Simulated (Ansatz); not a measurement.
# Ge: geometry relaxation (part 2 of 2)

The same run, continued: Ge (slab, 16 atoms in the cell); DFT PBE+D3(BJ), scalar-relativistic, plane waves, PAW, no spin polarisation (Ansatz 0.2.0); cutoff 420 eV, 3×4×1 k-mesh, Gaussian smearing of 0.1 eV. The structure derives from an entry of the Crystallography Open Database. The input holds or restrains some coordinates. Forces given for the steps count only the free coordinates. It belongs to a series of runs on one base structure; here: clean slab, lower planes held.

Geometry of the input (Å; fractional positions):
```
8.0601  0.0000  0.0000
0.0000  5.6994  0.0000
0.0000  0.0000  22.0451
Ge 0.2500  0.0000  0.3629
Ge 0.7500  0.0000  0.3629
Ge 0.5000  0.2500  0.3629
Ge 0.0000  0.2500  0.3629
Ge 0.5000  0.5000  0.4543
Ge 0.0000  0.5000  0.4543
Ge 0.7500  0.7500  0.4543
Ge 0.2500  0.7500  0.4543
Ge 0.7500  0.0000  0.5457
Ge 0.2500  0.0000  0.5457
Ge 0.0000  0.2500  0.5457
Ge 0.5000  0.2500  0.5457
Ge 0.0000  0.5000  0.6371
Ge 0.5000  0.5000  0.6371
Ge 0.2500  0.7500  0.6371
Ge 0.7500  0.7500  0.6371
```

## Output, continued
```
  k-point 0: bands = ["-24.6179", "-24.6178", "-24.6178", "-24.6119", "-24.5856", "-24.5855", "-24.5855", "-24.5832", "-24.5668", "-24.5668", "-24.5578", "-24.5434", "-24.5315", "-24.5295", "-24.5077", "-24.5077", "-24.5055", "-24.4848", "-24.4838", "-24.4704", "-24.4704", "-24.4671", "-24.4671", "-24.4531", "-24.4370", "-24.4342", "-24.4324", "-24.4324", "-24.4085", "-24.4085", "-24.3960", "-24.3889", "-24.3814", "-24.3814", "-24.3727", "-24.3558", "-24.3431", "-24.3308", "-24.3269", "-24.3265", "-24.3265", "-24.3177", "-24.3177", "-24.3048", "-24.3001", "-24.2998", "-24.2998", "-24.2829", "-24.2615", "-24.2602", "-24.2529", "-24.2529", "-24.2466", "-24.2437", "-24.2405", "-24.2374", "-24.2374", "-24.2253", "-24.2179", "-24.2179", "-24.2032", "-24.2032", "-24.2032", "-24.1897", "-24.1704", "-24.1704", "-24.1574", "-24.1573", "-24.1573", "-24.1506", "-24.1456", "-24.1371", "-24.1286", "-24.1156", "-24.0836", "-24.0836", "-24.0742", "-24.0742", "-24.0613", "-24.0498", "-11.8658", "-10.8559", "-9.9951", "-9.9951", "-9.5146", "-8.9090", "-8.9090", "-8.7293", "-7.9442", "-7.3976", "-7.3976", "-6.6104", "-6.4562", "-6.4562", "-4.3508", "-3.3804", "-3.1772", "-3.1108", "-3.1108", "-2.6070", "-2.6070", "-2.3166", "-2.1501", "-2.1501", "-1.9095", "-1.6737", "-1.4883", "-0.6835", "-0.5419", "-0.5419", "-0.4764", "0.0981", "0.1914", "0.1914", "0.6628", "1.3516", "1.4202", "1.9059", "1.9059", "2.0132", "2.0653", "2.0653", "2.2785", "2.5642", "2.5694", "3.3439", "3.3992", "3.3992", "3.9834", "4.0850", "4.5499", "4.5815", "4.6591", "4.6591", "4.6927"]
  k-point 1: bands = ["-24.6183", "-24.6183", "-24.6129", "-24.6098", "-24.5907", "-24.5907", "-24.5866", "-24.5825", "-24.5645", "-24.5597", "-24.5597", "-24.5497", "-24.5300", "-24.5204", "-24.5056", "-24.5056", "-24.5040", "-24.4960", "-24.4878", "-24.4837", "-24.4837", "-24.4555", "-24.4533", "-24.4533", "-24.4319", "-24.4319", "-24.4313", "-24.4260", "-24.4163", "-24.4163", "-24.3938", "-24.3898", "-24.3765", "-24.3765", "-24.3736", "-24.3583", "-24.3434", "-24.3324", "-24.3269", "-24.3269", "-24.3258", "-24.3169", "-24.3169", "-24.3095", "-24.3016", "-24.2999", "-24.2999", "-24.2846", "-24.2617", "-24.2554", "-24.2552", "-24.2552", "-24.2471", "-24.2396", "-24.2396", "-24.2388", "-24.2355", "-24.2204", "-24.2176", "-24.2176", "-24.2055", "-24.2029", "-24.2029", "-24.1918", "-24.1692", "-24.1692", "-24.1586", "-24.1560", "-24.1560", "-24.1529", "-24.1467", "-24.1397", "-24.1273", "-24.1144", "-24.0839", "-24.0839", "-24.0744", "-24.0744", "-24.0619", "-24.0504", "-11.6302", "-10.6862", "-9.9086", "-9.9086", "-9.8238", "-9.7068", "-8.8407", "-8.8407", "-7.4408", "-7.4408", "-6.8111", "-6.8111", "-6.7217", "-6.6377", "-5.1252", "-3.2287", "-2.9479", "-2.9479", "-2.8063", "-2.8063", "-2.6962", "-2.3729", "-2.0889", "-2.0889", "-2.0847", "-1.3482", "-0.8979", "-0.6191", "-0.5017", "-0.5017", "-0.4634", "-0.0977", "0.1715", "0.1715", "0.3993", "0.5473", "1.6996", "1.8656", "2.0884", "2.1721", "2.2418", "2.2418", "2.5379", "2.5379", "3.1130", "3.7495", "3.7495", "3.7719", "4.0343", "4.4039", "4.4154", "4.4435", "4.7181", "4.7181", "4.8425"]
  k-point 2: bands = ["-24.6188", "-24.6188", "-24.6075", "-24.6038", "-24.5943", "-24.5943", "-24.5931", "-24.5817", "-24.5688", "-24.5538", "-24.5538", "-24.5532", "-24.5280", "-24.5180", "-24.5055", "-24.5041", "-24.5041", "-24.4985", "-24.4900", "-24.4900", "-24.4854", "-24.4715", "-24.4438", "-24.4438", "-24.4318", "-24.4318", "-24.4248", "-24.4248", "-24.4160", "-24.4089", "-24.4030", "-24.3999", "-24.3728", "-24.3728", "-24.3679", "-24.3608", "-24.3436", "-24.3317", "-24.3270", "-24.3259", "-24.3259", "-24.3176", "-24.3176", "-24.3139", "-24.3034", "-24.2999", "-24.2999", "-24.2864", "-24.2618", "-24.2573", "-24.2573", "-24.2509", "-24.2474", "-24.2418", "-24.2418", "-24.2341", "-24.2292", "-24.2174", "-24.2174", "-24.2142", "-24.2090", "-24.2026", "-24.2026", "-24.1956", "-24.1680", "-24.1680", "-24.1598", "-24.1549", "-24.1548", "-24.1548", "-24.1480", "-24.1420", "-24.1263", "-24.1134", "-24.0841", "-24.0841", "-24.0747", "-24.0747", "-24.0625", "-24.0510", "-10.9660", "-10.9218", "-10.2088", "-10.1866", "-9.8102", "-9.8102", "-8.7641", "-8.7641", "-7.4962", "-7.4962", "-7.1283", "-7.1283", "-6.3165", "-6.3077", "-4.8045", "-4.7978", "-3.1022", "-3.1022", "-2.8622", "-2.8622", "-1.6517", "-1.6382", "-1.5867", "-1.5867", "-1.4735", "-1.4019", "-1.0382", "-1.0382", "-0.9706", "-0.9275", "-0.5779", "-0.5597", "0.1766", "0.2001", "0.4125", "0.4125", "1.5925", "1.6255", "2.3063", "2.3519", "2.5651", "2.5651", "3.4234", "3.4536", "3.8243", "3.8243", "4.0622", "4.0622", "4.6066", "4.6286", "4.7493", "4.7534", "4.8471", "4.8471", "5.1277"]
  k-point 5: bands = ["-24.6217", "-24.6166", "-24.6143", "-24.6082", "-24.5940", "-24.5916", "-24.5909", "-24.5860", "-24.5658", "-24.5604", "-24.5529", "-24.5521", "-24.5229", "-24.5112", "-24.5039", "-24.5013", "-24.5003", "-24.4928", "-24.4840", "-24.4831", "-24.4830", "-24.4709", "-24.4613", "-24.4482", "-24.4336", "-24.4250", "-24.4225", "-24.4224", "-24.4128", "-24.4123", "-24.4122", "-24.3954", "-24.3768", "-24.3767", "-24.3762", "-24.3742", "-24.3453", "-24.3402", "-24.3289", "-24.3267", "-24.3235", "-24.3181", "-24.3094", "-24.3091", "-24.3034", "-24.3026", "-24.2905", "-24.2869", "-24.2629", "-24.2592", "-24.2484", "-24.2473", "-24.2443", "-24.2436", "-24.2350", "-24.2340", "-24.2320", "-24.2284", "-24.2192", "-24.2180", "-24.1994", "-24.1910", "-24.1858", "-24.1819", "-24.1766", "-24.1683", "-24.1640", "-24.1589", "-24.1517", "-24.1460", "-24.1458", "-24.1448", "-24.1334", "-24.1310", "-24.1185", "-24.1079", "-24.0607", "-24.0569", "-24.0513", "-24.0465", "-10.7640", "-10.7218", "-10.2301", "-10.1973", "-9.9861", "-9.9649", "-9.3604", "-9.3443", "-6.8803", "-6.8592", "-6.3659", "-6.3631", "-6.3539", "-6.3373", "-5.1893", "-5.1825", "-3.4326", "-3.4321", "-2.6614", "-2.6125", "-2.4649", "-2.4524", "-2.3433", "-2.3168", "-1.7299", "-1.7107", "-1.2402", "-1.2167", "-0.3319", "-0.3134", "-0.0512", "-0.0297", "0.2082", "0.2357", "0.2390", "0.2441", "2.3559", "2.3912", "2.3970", "2.4041", "3.3230", "3.3290", "3.6450", "3.6563", "3.7681", "3.7991", "4.3366", "4.3387", "4.4211", "4.4236", "4.9118", "4.9430", "5.0611", "5.0829", "5.2840"]
--- Relaxed structure (3 steps of the walk, 3 accepted, 0 SCFs on fresh bases) ---
  F+E_penalty+E_count = -68716.67358722 eV   max|allowed force component| = 2.565e-3 eV/Å
  atoms:
    - { symbol: Ge, position: [0.25, 0.0, 0.3628922678] }
    - { symbol: Ge, position: [0.75, 0.0, 0.3628922678] }
    - { symbol: Ge, position: [0.5, 0.25, 0.3628922678] }
    - { symbol: Ge, position: [0.0, 0.25, 0.3628922678] }
    - { symbol: Ge, position: [0.5, 0.5, 0.4542974226] }
    - { symbol: Ge, position: [0.0, 0.5, 0.4542974226] }
    - { symbol: Ge, position: [0.75, 0.7499999999999999, 0.4542974226] }
    - { symbol: Ge, position: [0.25, 0.7499999999999999, 0.4542974226] }
    - { symbol: Ge, position: [0.75, -0.002124494443957526, 0.5489021221281544] }
    - { symbol: Ge, position: [0.25, -0.002124494443957525, 0.5489021221281544] }
    - { symbol: Ge, position: [-5.9736193116501846e-36, 0.2521244944439575, 0.5489021221281544] }
    - { symbol: Ge, position: [0.5, 0.2521244944439575, 0.5489021221281544] }
    - { symbol: Ge, position: [-5.9736193116501846e-36, 0.4985261283639438, 0.6409445233489841] }
    - { symbol: Ge, position: [0.5, 0.4985261283639438, 0.6409445233489841] }
    - { symbol: Ge, position: [0.25, 0.7514738716360562, 0.6409445233489841] }
    - { symbol: Ge, position: [0.75, 0.7514738716360562, 0.6409445233489841] }
```

## Trajectory as extended XYZ (Å, eV, eV/Å), 3 frames, from step=1 to step=3
```
16
Lattice="8.0601 0.0000 0.0000 0.0000 5.6994 0.0000 0.0000 0.0000 22.0451" Properties=species:S:1:pos:R:3:forces:R:3 step=1 energy=-68716.63880
Ge    2.0150    0.0000    8.0000    0.0000  -0.0702  -0.0263
Ge    6.0451    0.0000    8.0000    0.0000  -0.0702  -0.0263
Ge    4.0301    1.4248    8.0000    0.0000   0.0702  -0.0263
Ge    0.0000    1.4248    8.0000    0.0000   0.0702  -0.0263
Ge    4.0301    2.8497   10.0150    0.0000   0.0450  -0.2198
Ge    0.0000    2.8497   10.0150    0.0000   0.0450  -0.2198
Ge    6.0451    4.2745   10.0150    0.0000  -0.0450  -0.2198
Ge    2.0150    4.2745   10.0150    0.0000  -0.0450  -0.2198
Ge    6.0451    0.0000   12.0301    0.0000   0.0450   0.2198
Ge    2.0150    0.0000   12.0301    0.0000   0.0450   0.2198
Ge    0.0000    1.4248   12.0301    0.0000  -0.0450   0.2198
Ge    4.0301    1.4248   12.0301    0.0000  -0.0450   0.2198
Ge    0.0000    2.8497   14.0451    0.0000  -0.0702   0.0263
Ge    4.0301    2.8497   14.0451    0.0000  -0.0702   0.0263
Ge    2.0150    4.2745   14.0451    0.0000   0.0702   0.0263
Ge    6.0451    4.2745   14.0451    0.0000   0.0702   0.0263
16
Lattice="8.0601 0.0000 0.0000 0.0000 5.6994 0.0000 0.0000 0.0000 22.0451" Properties=species:S:1:pos:R:3:forces:R:3 step=2 energy=-68716.67176
Ge    2.0150    0.0000    8.0000    0.0000  -0.0566  -0.0077
Ge    6.0451    0.0000    8.0000    0.0000  -0.0566  -0.0077
Ge    4.0301    1.4248    8.0000    0.0000   0.0566  -0.0077
Ge    0.0000    1.4248    8.0000    0.0000   0.0566  -0.0077
Ge    4.0301    2.8497   10.0150    0.0000  -0.0848  -0.0427
Ge    0.0000    2.8497   10.0150    0.0000  -0.0848  -0.0427
Ge    6.0451    4.2745   10.0150    0.0000   0.0848  -0.0427
Ge    2.0150    4.2745   10.0150    0.0000   0.0848  -0.0427
Ge    6.0451   -0.0081   12.0842    0.0000  -0.0123   0.0563
Ge    2.0150   -0.0081   12.0842    0.0000  -0.0123   0.0563
Ge    0.0000    1.4330   12.0842    0.0000   0.0123   0.0563
Ge    4.0301    1.4330   12.0842    0.0000   0.0123   0.0563
Ge    0.0000    2.8434   14.1122    0.0000  -0.0253  -0.0059
Ge    4.0301    2.8434   14.1122    0.0000  -0.0253  -0.0059
Ge    2.0150    4.2808   14.1122    0.0000   0.0253  -0.0059
Ge    6.0451    4.2808   14.1122    0.0000   0.0253  -0.0059
16
Lattice="8.0601 0.0000 0.0000 0.0000 5.6994 0.0000 0.0000 0.0000 22.0451" Properties=species:S:1:pos:R:3:forces:R:3 step=3 energy=-68716.67359
Ge    2.0150    0.0000    8.0000    0.0000  -0.0523  -0.0016
Ge    6.0451    0.0000    8.0000    0.0000  -0.0523  -0.0016
Ge    4.0301    1.4248    8.0000    0.0000   0.0523  -0.0016
Ge    0.0000    1.4248    8.0000    0.0000   0.0523  -0.0016
Ge    4.0301    2.8497   10.0150    0.0000  -0.1177   0.0021
Ge    0.0000    2.8497   10.0150    0.0000  -0.1177   0.0021
Ge    6.0451    4.2745   10.0150    0.0000   0.1177   0.0021
Ge    2.0150    4.2745   10.0150    0.0000   0.1177   0.0021
Ge    6.0451   -0.0121   12.1006    0.0000   0.0006   0.0015
Ge    2.0150   -0.0121   12.1006    0.0000   0.0006   0.0015
Ge    0.0000    1.4370   12.1006    0.0000  -0.0006   0.0015
Ge    4.0301    1.4370   12.1006    0.0000  -0.0006   0.0015
Ge    0.0000    2.8413   14.1297    0.0000  -0.0026  -0.0020
Ge    4.0301    2.8413   14.1297    0.0000  -0.0026  -0.0020
Ge    2.0150    4.2829   14.1297    0.0000   0.0026  -0.0020
Ge    6.0451    4.2829   14.1297    0.0000   0.0026  -0.0020
```

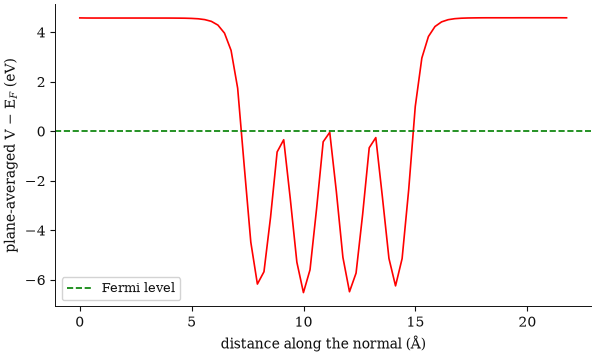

Plane average of the electrostatic potential energy of an electron across the cell, from the Fermi level. The vacuum level lies 4.58 eV above the Fermi level.

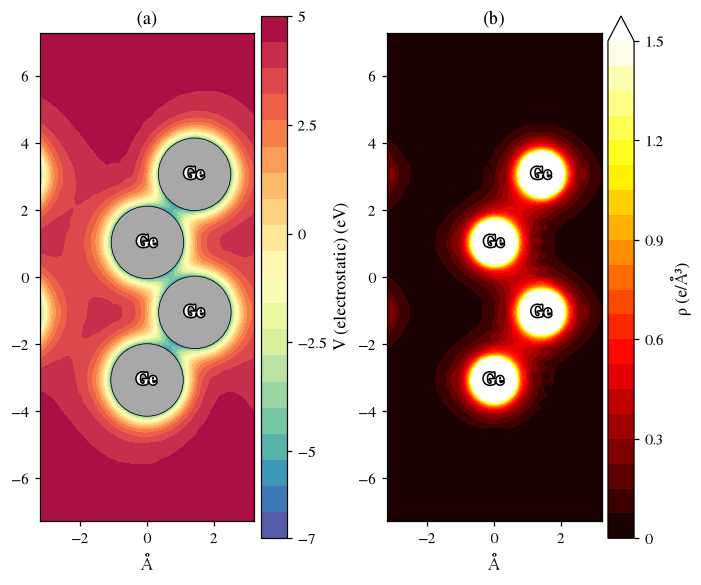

(a) electrostatic potential energy of an electron; (b) valence electron density on the (100) plane of the calculation cell, a cut from vacuum to vacuum. Grey discs, where drawn, cover atomic cores. The section cuts through Ge sites. Ge–Ge (2.47 Å): ρ is about 0.46 e/Å³ halfway. Ge–Ge (2.52 Å): ρ is about 0.43 e/Å³ halfway. The density dies away to nearly zero in the vacuum. The fields are those of the smooth PAW valence density.

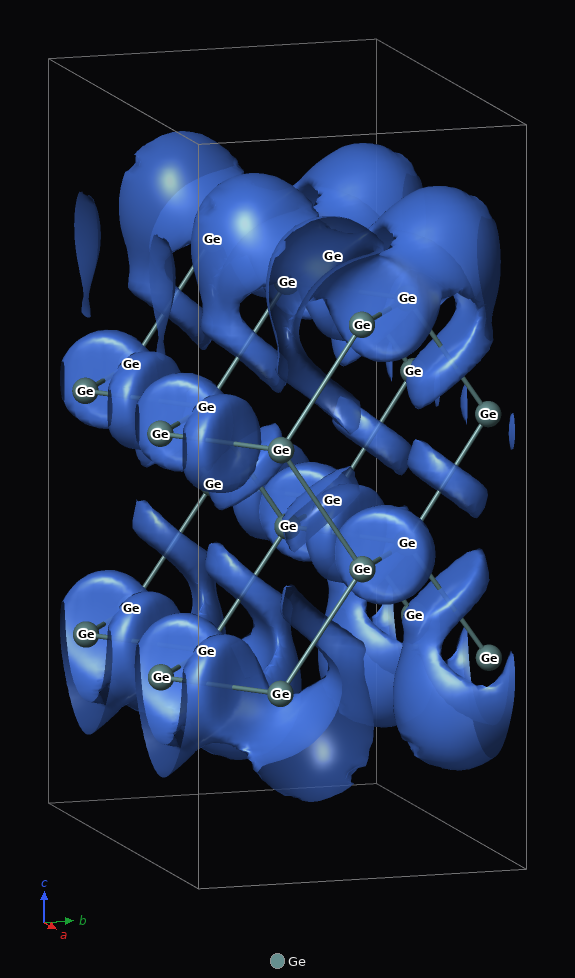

Isosurface of the electron localisation function at 0.55 (blue), seen slightly off an axis. Core shells and regions of very low density are left out. Sticks mark near contacts. Values along the shortest contacts: Ge–Ge (2.47 Å): the ELF peaks at about 0.70 between the atoms. Ge–Ge (2.52 Å): the ELF peaks at about 0.70 between the atoms.
